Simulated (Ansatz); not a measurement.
A series of calculations on CuO

**1. Relaxation**

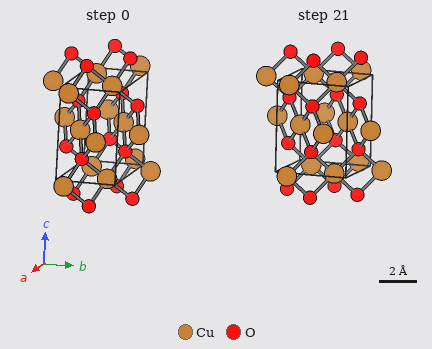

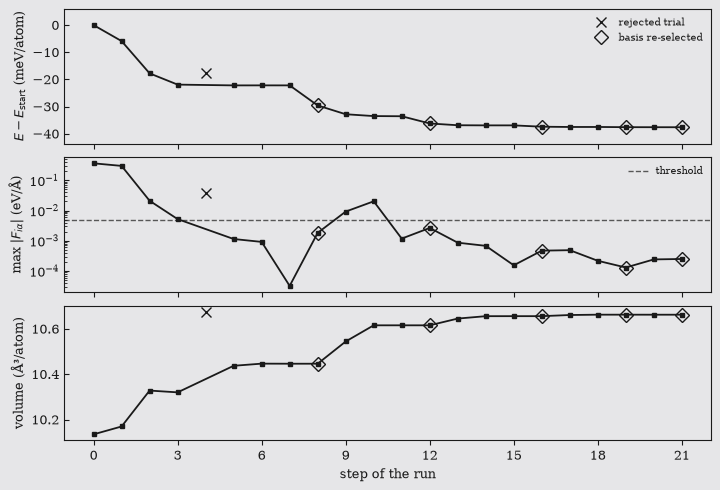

First and last geometry of a relaxation of crystalline CuO (set up in C2/c), with the history of the run. Style: ball-and-stick. Shown: the conventional cell (2 times the calculation's cell), slightly off an axis. Lengths and directions refer to the drawn axes.

Theory: DFT PBEsol, scalar-relativistic, plane waves, PAW in Ansatz 0.2.0. Set-up: plane-wave cutoff 420 eV; k-point mesh 16 × 16 × 8; occupations gaussian; smearing width 0.1 eV; no spin polarisation; cell and atoms relaxed; force threshold 0.005 eV/Å; at most 80 steps.

### What do the curves and the structures tell?

It converged. The largest moves relative to the cell, 0.33 Å, are those of O atoms. Cu stays in place. The volume changes by +5.2 %, with a 4.684 → 4.101 Å (−12.4 %), b 3.423 → 4.085 Å (+19.3 %), c 5.129 → 5.092 Å (−0.7 %), β 99.5° → 90.0°. Some distances before and after: Cu–O 1.961 → 1.927 Å. Among the angles between lasting bonds that change: Cu–O–Cu 145.8° → 116.0°, Cu–O–Cu 104.0° → 115.7°, Cu–O–Cu 108.8° → 116.0°. Within 0.06 Å the space group is C2/c at the start and P4_2/mmc at the end; at a tighter tolerance small leftover displacements or strains of the cell lower it. Over 15 accepted moves (21 points after the start) the energy falls by 37.6 meV per atom. The largest force component goes from 0.37 to 0.00025 eV/Å. The pressure goes from −2.71 to 0.01 GPa. The line search rejected the trial step at point 4 of the run. At 5 points the geometry stayed and the basis and grid were re-selected for the new cell (energy shift of 7.4 meV per atom at most each time).

**2. Relaxation**

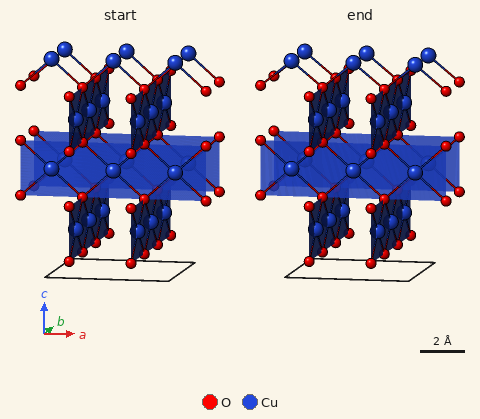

The structure of a slab of composition CuO (cut from the C2/c phase) before (left) and after (right) a constrained relaxation, at one scale.

A polyhedral model of the 2 × 2 repeat of the cell, outlined in the plane, without the vacuum, seen slightly off an axis.

Case: clean slab, lower half held. The slab is the (0 0 1) face of CuO. 4 atoms are held fixed.

Theory: Ansatz 0.2.0, DFT PBEsol, scalar-relativistic, plane waves, PAW. (plane-wave cutoff 420 eV; k-point mesh 10 × 10 × 1; occupations gaussian; smearing width 0.1 eV; no spin polarisation; dipole correction; atoms relaxed in a fixed cell; force threshold 0.03 eV/Å; at most 70 steps)

Q: Summarise the run.

A: The largest move is that of a Cu atom, 0.095 Å along the normal (−c). By element the largest moves are Cu 0.095 Å, O 0.001 Å. The cell stays as it was. Among the contacts that change: Cu–O 1.927 → 1.867 Å. Bond angles that change, for instance: Cu–O–Cu 97.3° → 101.6°, O–Cu–O 97.3° → 101.6°. The energy falls by 30.9 meV per cell of the calculation in 4 geometry steps. The largest force component goes from 0.63 to 0.0011 eV/Å. Cost: 2.1 min on 2 threads of Intel(R) Xeon(R) Platinum 8559C (Emerald Rapids), on a shared host, peak memory 0.83 GiB.

**3. A change**

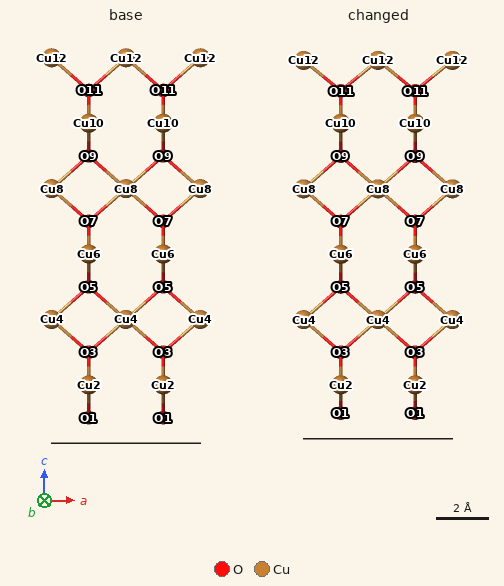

Left: a (0 0 1) slab of CuO as cut from the relaxed bulk. Right: the same structure after one change, at the same scale. The picture is a ball-and-stick view of the 2 × 2 repeat of the cell, outlined in the plane, without the vacuum, seen along the b axis.

Computed with Ansatz, DFT PBEsol, scalar-relativistic, plane waves, PAW. (plane-wave cutoff 420 eV; occupations gaussian; smearing width 0.1 eV; no spin polarisation) The k-mesh is chosen for each cell (12×12×7, 12×12×1).

The atoms of the slab are relaxed at the bulk's in-plane cell.

### How do the computed properties respond?

The surface energy (mean of the two faces) falls from 2.81 to 2.57 J/m². The top spacing, between the Cu and O planes, goes from 1.27 to 1.18 Å (−7.1 %), the bottom one (O to Cu) from 1.27 to 1.10 Å (−13.4 %). The work function of the top face goes from 4.79 to 4.68 eV. The lattice vectors keep their values. The atom that moves furthest relative to the layer's centre is O1 (0.18 Å along the normal (+c)). Largest moves by element: O 0.18 Å, Cu 0.10 Å. Near-neighbour distances before and after: Cu–O 1.927 → 1.819 to 1.932 Å.
